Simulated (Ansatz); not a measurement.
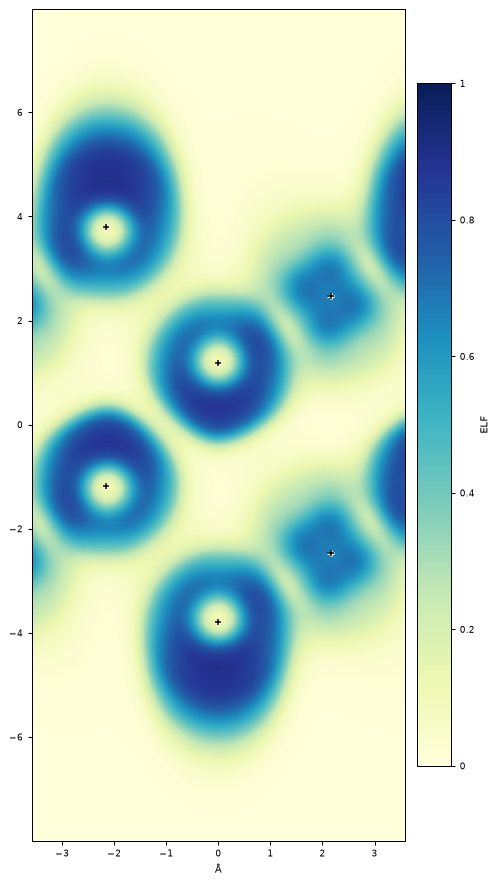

The electron localisation function on a plane through atoms (crosses mark nuclei in the plane).

Theory: DFT LDA, scalar-relativistic, plane waves, PAW in Ansatz.

Candidates:
A. PtSe2 (slab), a = 3.73 Å, b = 3.73 Å, c = 40.77 Å, α = 90.00°, β = 90.00°, γ = 120.00°. Not relaxed (largest force 0.6 eV/Å).
B. WSe2 (slab), a = 3.25 Å, b = 3.25 Å, c = 32.74 Å, α = 90.00°, β = 90.00°, γ = 120.00°. 

Question: Which candidate gave the map?

Answer: Candidate A: PtSe2 on the (110) plane of the calculation cell, a cut from vacuum to vacuum, which holds Se and Pt. Pt–Se (2.53 Å): the ELF is about 0.50 at the midpoint.
